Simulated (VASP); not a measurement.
Mo

```
Mo
1.0
     1.50071    0.86643    4.14026
    -1.50071    0.86643    4.14026
     0.00000   -1.73287    4.14026
Mo
2
Direct
  0.25001 0.25001 0.25001
  0.74999 0.74999 0.74999
```

Space group R-3m; a generated structure, not necessarily the stable one.

Theory: Kohn-Sham DFT of a periodic cell, PBE, VASP PAW PBE potentials, recommended in VASP 6.6.1.

> What can the converged valence pseudo-density and electron localisation function tell about the bonding?

Mo–Mo (2.70 Å): the density is about 0.4 e/Å³ at the midpoint; the ELF is about 0.30 at the midpoint; no localised pair shows between them.

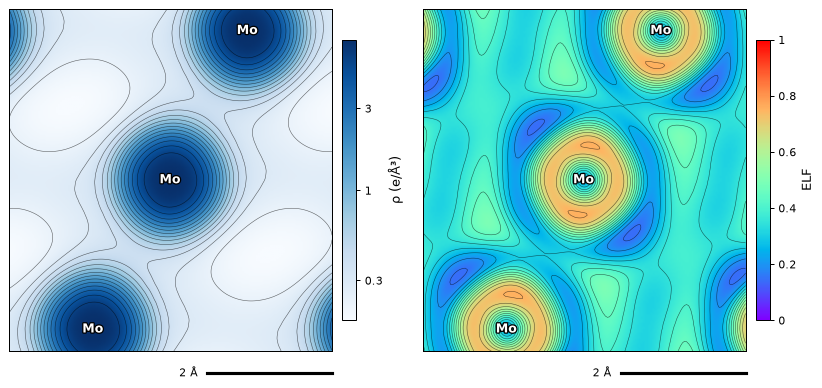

Computed valence pseudo-density and electron localisation function on the (11̄0) plane of the calculation cell, in this order. 

In a PAW calculation such maps are meaningful between the atoms, not at the nuclei.
